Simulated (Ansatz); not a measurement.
# BaNaYWO6 (F-43m): the gap up the ladder of methods, part 3 of 3

What gap does each level of theory give for BaNaYWO6 (F-43m), and in what time?

Ansatz 0.2.0; density functionals, hybrids and G0W0, plane waves, PAW. Known limits of the many-body steps: finite bands, screening cutoff and k mesh; no spin-orbit coupling in G0W0.

So far. Step 11 (G0W0@HSE06, 4×4×4 mesh, 816 empty bands, screening to …): Over all 8 irreducible mesh points the G0W0 gap is 4.267 eV, from k = Γ to k = (0.000, -0.500, -0.500). The HSE06 gap of this run on the mesh is 3.752 eV. The two states that bound the G0W0 gap lie that far apart at the start, so the correction of the gap is 4.267 − 3.752 = +0.515 eV. G0W0@HSE06 against G0W0@PBE with 856 bands: 4.267 − 3.730 = +0.537 eV, with the same mesh, files and cutoffs, and both edges at the same k points.

In doubt: masses and optical values from hybrid runs of this build are listed as unsure (step 11), which bears on the screening that GW takes from such a start.

### 13. The ladder

Each gap is the least one over the points named; times are wall times on shared hosts, not benchmarks. A G0W0 time includes the run's own self-consistent start. Runs with listed points see these and the mesh alone, so an edge that moves elsewhere is missed. Rows marked * are further runs, not shown as steps, whose inputs differ from the G0W0 step on the same start in the columns given; solver thresholds can differ too. Symmetry makes (-0.500, -0.500, 0.000) and (0.000, -0.500, -0.500) one point.

| level | mesh | files, cutoff | bands summed, screening | points | gap (eV) | valence top | conduction bottom | least direct gap (eV) | time |
| --- | --- | --- | --- | --- | --- | --- | --- | --- | --- |
| LDA | 6×6×6 | soft_1 PAW, 420 eV | - | mesh and listed points | 2.300 | Γ | (-0.500, -0.500, 0.000) | 2.324 | 12 s |
| PBEsol | 6×6×6 | soft_1 PAW, 420 eV | - | mesh and listed points | 2.355 | Γ | (-0.500, -0.500, 0.000) | 2.379 | 11 s |
| PBE | 6×6×6 | soft_1 PAW, 420 eV | - | mesh and path | 2.428 | Γ | (-0.500, -0.500, 0.000) | 2.451 | 11 s |
| PBE+SOC | 6×6×6 | soft_1 PAW, 420 eV | - | mesh and listed points | 2.408 | Γ | (-0.500, -0.500, 0.000) | 2.411 | 11 s |
| r2SCAN | 6×6×6 | soft_1 PAW, 500 eV | - | mesh and listed points | 2.784 | Γ | (-0.500, -0.500, 0.000) | 2.807 | 6.5 s |
| HSE06 | 4×4×4 | soft_1 PAW, 420 eV | - | mesh and listed points | 3.752 | Γ | (-0.500, -0.500, 0.000) | 3.777 | 39 s |
| PBE0 | 4×4×4 | soft_1 PAW, 420 eV | - | mesh and listed points | 4.504 | Γ | (-0.500, -0.500, 0.000) | 4.531 | 45 s |
| DDH-PBE0 | 4×4×4 | soft_1 PAW, 420 eV | - | mesh and listed points | 4.210 | Γ | (-0.500, -0.500, 0.000) | 4.236 | 70 s |
| G0W0@PBE* | 4×4×4 | soft_1 PAW, 420 eV | 174, 54 eV | all 8 irreducible mesh points | 3.807 | Γ | (0.000, -0.500, -0.500) | 3.839 | 21 s |
| G0W0@PBE* | 4×4×4 | soft_1 PAW, 420 eV | 419, 108 eV | all 8 irreducible mesh points | 3.687 | Γ | (0.000, -0.500, -0.500) | 3.717 | 26 s |
| G0W0@PBE | 4×4×4 | soft_1 PAW, 420 eV | 856, 180 eV | all 8 irreducible mesh points | 3.730 | Γ | (0.000, -0.500, -0.500) | 3.759 | 69 s |
| G0W0@PBE* | 2×2×2 | soft_1 PAW, 420 eV | 419, 108 eV | all 3 irreducible mesh points | 3.599 | Γ | (0.000, -0.500, -0.500) | 3.627 | 13 s |
| G0W0@HSE06 | 4×4×4 | soft_1 PAW, 420 eV | 856, 180 eV | all 8 irreducible mesh points | 4.267 | Γ | (0.000, -0.500, -0.500) | 4.297 | 99 s |
| G0W0@LDA | 4×4×4 | soft_1 PAW, 420 eV | 856, 180 eV | all 8 irreducible mesh points | 3.826 | Γ | (0.000, -0.500, -0.500) | 3.855 | 65 s |

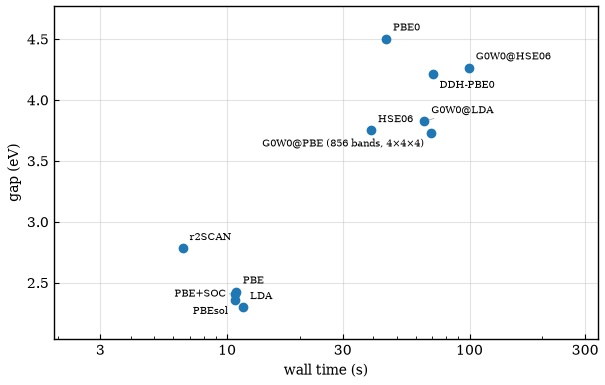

Gap against wall time for the runs shown as steps.

### 14. Outcome

* LDA, over mesh and listed points: 2.300 eV
* PBEsol, over mesh and listed points: 2.355 eV
* PBE, over mesh and path: 2.428 eV
* PBE+SOC, over mesh and listed points: 2.408 eV
* r2SCAN, over mesh and listed points: 2.784 eV
* HSE06, over mesh and listed points: 3.752 eV
* PBE0, over mesh and listed points: 4.504 eV
* DDH-PBE0, over mesh and listed points: 4.210 eV
* G0W0@PBE (856 bands, 4×4×4), over all 8 irreducible mesh points: 3.730 eV
* G0W0@HSE06, over all 8 irreducible mesh points: 4.267 eV
* G0W0@LDA, over all 8 irreducible mesh points: 3.826 eV
* known limits: finite bands, screening cutoff and k mesh; no spin-orbit coupling in G0W0

The rows run from 2.300 eV (LDA) to 4.504 eV (PBE0). They differ in mesh, plane-wave cutoff, bands and screening cutoff of G0W0 and the points over which the gap was sought as well as in level, so only pairs that share these are like for like. PBEsol against LDA: 2.355 − 2.300 = +0.055 eV, with the same mesh, files and cutoff, and both edges at the same k points. PBE against PBEsol: 2.428 − 2.355 = +0.073 eV, with the same mesh, files and cutoff, and both edges at the same k points. PBE+SOC against PBE: 2.408 − 2.428 = −0.020 eV, with the same mesh, set of files (read in its fully relativistic form for the spin-orbit run) and cutoff, and both edges at the same k points. The spin-orbit run sees mesh and listed points alone, so its gap is an upper bound: the coupling can move an edge off these points, the more so as this crystal has no centre of inversion, and the change over the zone, its sign included where it is small, is not known. PBE0 against HSE06: 4.504 − 3.752 = +0.752 eV, with the same mesh, files and cutoff, and both edges at the same k points. DDH-PBE0 against PBE0: 4.210 − 4.504 = −0.294 eV, with the same mesh, files and cutoff, and both edges at the same k points. G0W0@HSE06 against G0W0@PBE with 856 bands: 4.267 − 3.730 = +0.537 eV, with the same mesh, files and cutoffs, and both edges at the same k points. G0W0@LDA against G0W0@HSE06 with 856 bands: 3.826 − 4.267 = −0.441 eV, with the same mesh, files and cutoffs, and both edges at the same k points. The dielectric-dependent hybrid took 0.216 of exact exchange, against 0.25 in PBE0. G0W0@PBE (856 bands, 4×4×4) moves the gap of its own start on the mesh by 3.730 − 2.427 = +1.303 eV, between the same two levels. Both edges that PBE shows over mesh and path lie at k points where levels were corrected. Levels at other points were not corrected, so a lower G0W0 gap elsewhere in the zone is not ruled out. G0W0@HSE06 moves the gap of its own start on the mesh by 4.267 − 3.752 = +0.515 eV, between the same two levels. Both edges that HSE06 shows over mesh and listed points lie at k points where levels were corrected. Levels at other points were not corrected, so a lower G0W0 gap elsewhere in the zone is not ruled out. G0W0@LDA moves the gap of its own start on the mesh by 3.826 − 2.299 = +1.527 eV, between the same two levels. Both edges that LDA shows over mesh and listed points lie at k points where levels were corrected. Levels at other points were not corrected, so a lower G0W0 gap elsewhere in the zone is not ruled out. What spin-orbit coupling does to the G0W0 levels was not computed, so no sum with the G0W0 gap is formed. For G0W0@PBE: from 174 bands and 54 eV to 856 bands and 180 eV the gap moves by 3.730 − 3.807 = −0.077 eV (rung by rung 3.807, 3.687, 3.730 eV); bands and screening cutoff rise together, so their parts are not told apart. The gap turns back along the series (3.807, 3.687, 3.730 eV), so no line is drawn and the limit is not known. The other G0W0 rows are shown at one basis each (856 bands), so their distance from the limit is not known here. With the 2×2×2 mesh in place of the 4×4×4 mesh and all else as in the G0W0@PBE row with 419 bands, the gap differs by 3.599 − 3.687 = −0.088 eV, and that of the start by 2.385 − 2.427 = −0.042 eV. The G0W0 runs are scalar-relativistic. G0W0@PBE runs of this series with other atomic data on the same mesh, not shown as steps, give 3.781 eV (hard PAW, 930 eV, 1257 bands, screening to 234 eV); where bands and cutoffs differ too, the part of the files is not isolated.

[Runs of the session that timed out or met a known fault of the program may be left out.]

[Cells called generated may have been cut or substituted from an entry of the Crystallography Open Database or the Materials Project.]

[Hosts, paths, dates, database ids (printed as entryN), source tags and the programs' standing remarks are cut or masked in the printed files.]

[Where an RPA ε∞ is given, it is that of the G0W0 mesh and is not shown converged in it. Names of k-points follow the symmetry that the program found, which can be lower than the space group named. Band edges on a path are those of the sampled points; other points can move an edge, and change direct to indirect where valleys lie close.]

[Hybrid gaps are those of their k-mesh and are not shown converged in it.]
